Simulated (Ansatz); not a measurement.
System: Pr, space group Fm-3m (No. 225) (one of a set of cubic test structures, which need not be the stable phase).

Calculation (Ansatz 0.2.0 development build): equation of state of a cubic crystal from periodic Kohn-Sham density functional theory without spin, third-order Birch-Murnaghan fit to the free energies; pressure corrected for the finite basis. Level: r2SCAN.

structure type fcc; atoms in cell 1; space group number 225; lattice centring face-centred primitive; k mesh 13×13×13; occupation method Fermi–Dirac; occupation width 0.1 eV; wave cutoff 500 eV; datasets soft-1 PAW; density tolerance 1e−07 eV; bands 16; density cutoff ratio 4; search for lower states default.

Describe the result: the energy above the lowest point and pressure against volume. The volume takes the values 22.17, 22.89, 23.62, 24.34, 25.06 Å³/atom.

A third-order Birch–Murnaghan fit gives V0 = 24.06 Å³/atom, B0 = 23.9 GPa and B′ = 6.0. The energy above the lowest point is 13.2 meV/atom at volume 22.17 Å³/atom and 2.6 meV/atom at 25.06 Å³/atom; the lowest computed point is at volume 24.34 Å³/atom (0.0 meV/atom), and no other minimum shows. The pressure falls from 2.566 GPa at volume 22.17 Å³/atom to −0.920 GPa at 25.06 Å³/atom, and changes sign near 24.09 Å³/atom.

```csv
volume (Å³/atom),energy above the lowest point (meV/atom),pressure (GPa)
22.17,13.2,2.566
22.89,4.5,1.358
23.62,0.5,0.470
24.34,0.0,-0.240
25.06,2.6,-0.920
```

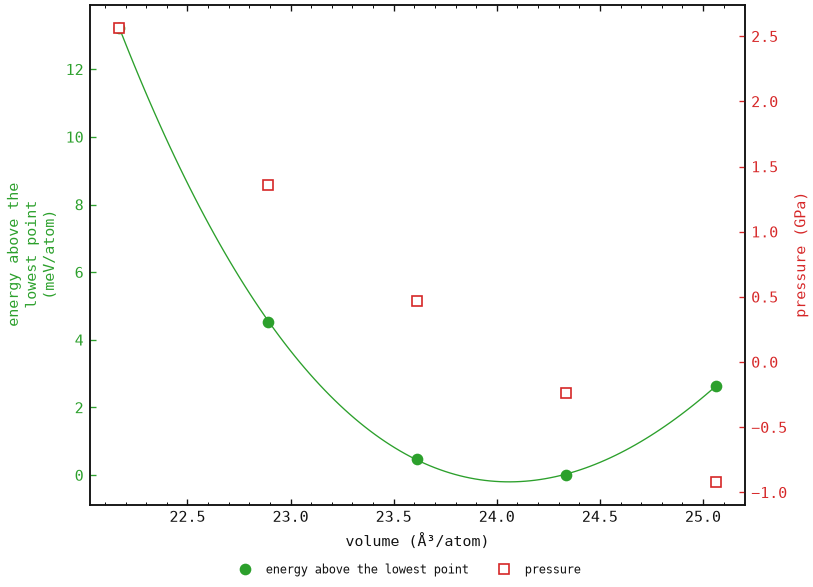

Caveats: cubic model structure, not the ambient form; open f shell treated without spin; open f shell, state may not be the lowest.
